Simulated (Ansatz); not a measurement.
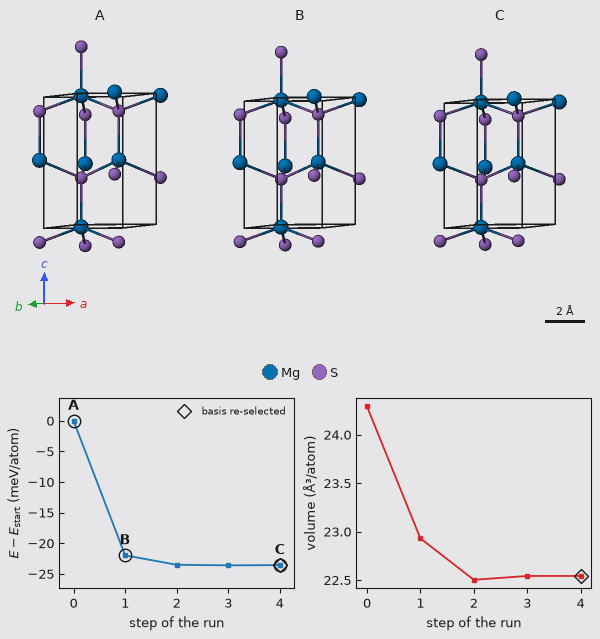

Frames of a relaxation of solid MgS (a generated structure, set up in P6_3mc), marked on the history of the run. The picture is a ball-and-stick view of the cell of the calculation, seen from a free direction.

Case: Be → Mg, Te → S on all its sites, cell and atoms relaxed.

Level of theory: DFT PBEsol, scalar-relativistic, plane waves, PAW in Ansatz 0.2.0. Settings: plane-wave cutoff 420 eV; k-point mesh 6 × 6 × 4; occupations gaussian; smearing width 0.02 eV; no spin polarisation; cell and atoms relaxed; force threshold 0.01 eV/Å; at most 60 steps.

Describe the path.

The largest moves relative to the cell, 0.026 Å, are those of Mg and S atoms. Largest moves by element: Mg 0.026 Å, S 0.026 Å. Cell: a = b 4.080 → 4.025 Å (−1.4 %), c 6.740 → 6.427 Å (−4.6 %). Volume −7.2 %. Some distances before and after: Mg–S 2.517 → 2.452 Å. The space group stays P6_3mc (No. 186). After 3 accepted moves (4 points after the start) the energy has fallen by 23.6 meV per atom. The largest force component goes from 0.046 to 0.0068 eV/Å. Pressure: −3.67 GPa at the start and 0.02 GPa at the end. The SCF was repeated once at an unchanged geometry on a basis and grid sized afresh for the cell, which shifted the energy by less than 0.05 meV per atom at most. From step 0 to 1: volume −5.6 %, energy −22.0 meV per atom. From step 1 to 4: volume −1.7 %, energy −1.6 meV per atom.

| step | E − E(0), meV/atom | largest force component, eV/Å | pressure, GPa | volume, Å³/atom | note |
| --- | --- | --- | --- | --- | --- |
| 0 | 0.00 | 0.0459 | -3.67 | 24.293 |  |
| 1 | -21.95 | 0.0359 | -0.90 | 22.932 |  |
| 2 | -23.50 | 0.0264 | 0.13 | 22.504 |  |
| 3 | -23.59 | 0.0068 | 0.02 | 22.544 |  |
| 4 | -23.55 | 0.0068 | 0.02 | 22.544 | same geometry, new basis |
